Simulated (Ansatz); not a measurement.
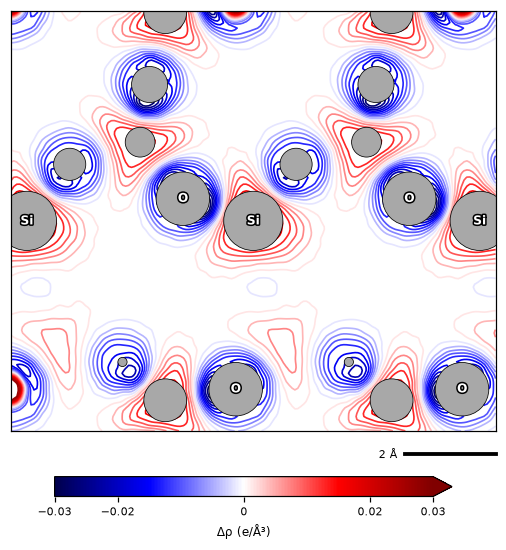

SiO2. Difference of the valence pseudo-densities of two functionals at the same geometry, on the (011) plane of the calculation cell: one of PBE and r2SCAN less the other.

Both computed with Ansatz (plane waves, PAW), on the same k-point mesh. Grey discs cover the atomic cores.

Q: Which was subtracted from which, and what does the map show?

A: It is PBE less r2SCAN. Against r2SCAN, PBE gives less density around O (−0.012 e/Å³ on average at 0.7 Å from the nucleus) and a change of −0.010 e/Å³ at the midpoint of Si–O.
